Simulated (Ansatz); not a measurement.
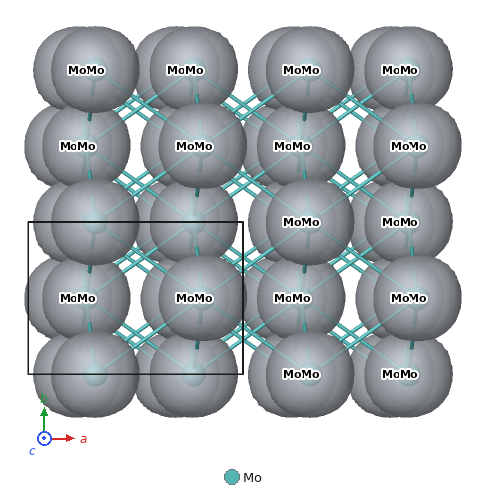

Mo. Isosurface of the valence electron density at 1 e/Å³ (grey), seen along the c axis. Sticks mark near contacts.

Space group C2/m; not relaxed (largest force 1.3 eV/Å); computed pressure about 7 GPa in this cell; computed without spin polarisation.

These are results of DFT PBE, scalar-relativistic, plane waves, PAW in Ansatz, not measurements.

The density is the valence pseudo-density of a PAW calculation; it isn't the true density close to the nuclei.

```
Mo
1.0
     0.00000    3.14200   -3.14200
     3.14200    0.00000    0.00000
     0.00000   -6.80777   -5.76023
Mo
8
Direct
  0.18749 0.50000 0.12500
  0.68749 0.00000 0.12500
  0.81251 0.50000 0.87500
  0.31251 0.00000 0.87500
  0.27084 0.50000 0.62500
  0.77084 0.00000 0.62500
  0.72916 0.50000 0.37500
  0.22916 0.00000 0.37500
```

Q: How is the density connected at this value?

A: At this value the density breaks into separate islands; it holds about 65 % of the electrons treated as valence (semicore included). It bridges none of the near contacts. It is pinched off along the sampled Mo–Mo (2.67 Å), Mo–Mo (2.72 Å) and Mo–Mo (2.82 Å) contacts. On the grid the lowest density along these lines, outside the cores, is 0.42 e/Å³ (Mo–Mo, 2.67 Å), 0.38 e/Å³ (Mo–Mo, 2.72 Å) and 0.33 e/Å³ (Mo–Mo, 2.82 Å).
